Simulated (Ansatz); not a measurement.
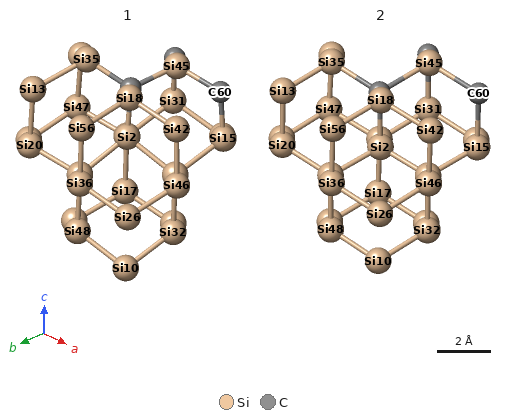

Two geometries of crystalline Si$_{58}$C$_{6}$ (a generated structure, set up in P1), drawn at one scale. One is the start of a relaxation, the other its converged end. Style: ball-and-stick. Shown: the atoms within 5.0 Å of the atom that moves most (axes of the cell of the calculation (origin shifted)), from a free direction.

Level of theory: DFT, PBEsol, PAW, plane waves (Ansatz 0.2.0). Set-up: plane-wave cutoff 420 eV; k-point mesh 1 × 1 × 1; mesh shifted by (0.5, 0.5, 0.5); no spin polarisation; cell relaxed at fixed shape; force threshold 0.03 eV/Å; at most 80 steps.

Which geometry has the lower energy?

Structure 1 is the relaxed one. After 6 geometry steps the energy has fallen by 12.198 eV per cell of the calculation. Largest force component: 4.1 eV/Å at the start, 0.01 eV/Å at the end. The pressure goes from 2.39 to −0.01 GPa. A Si atom moves most relative to the cell: 0.43 Å along [−1 −1 1]. By element the largest moves are Si 0.43 Å, C 0.24 Å. The volume changes by −1.6 %, with a = b = c 10.527 → 10.472 Å (−0.5 %). Some distances before and after: Si–Si 3.721 → 3.101 Å, C–Si 2.340 → 1.942 Å, C–Si 2.289 → 1.960 Å, C–Si 2.331 → 2.016 Å. Among the angles between lasting bonds that change: Si–Si–C 106.5° → 122.3°, Si–Si–Si 107.2° → 119.7°, Si–Si–Si 111.4° → 99.8°. The space group stays P1 (No. 1).
